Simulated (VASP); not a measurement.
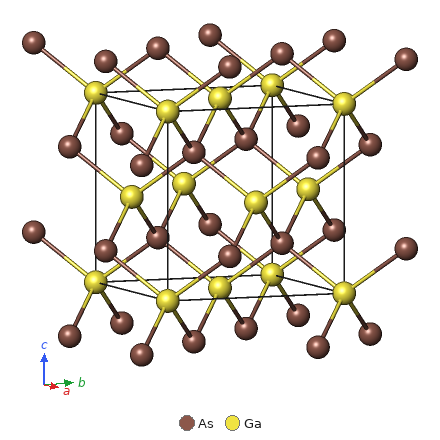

The compound is GaAs (space group F-43m, No. 216), taken as coordinates from a relaxation with VASP Kohn-Sham DFT of a periodic cell, PBE0, VASP PAW PBE potentials, recommended (VASP).

Bonds are taken as As–Ga below 2.8 Å; no other contact counts. Simplification: prune 0- and 1-connected atoms, fold 2-connected ones into links.

Question: What kind of net remains, and which atoms are its nodes?

Answer: A uninodal 4-connected, three-periodic net: As and Ga are 4-connected nodes.

Question: Which named net is it?

Answer: It is the dia net, known from diamond, zinc blende and cristobalite.

Question: Is the net interpenetrated?

Answer: It is a single net, without interpenetration.

Question: Give the first ten terms of the coordination sequence (nodes one, two, three … edges away).

Answer: As and Ga: 4, 12, 24, 42, 64, 92, 124, 162, 204, 252.

Question: Give the point symbol of each node (shortest cycle at each angle).

Answer: As and Ga: 6⁶.
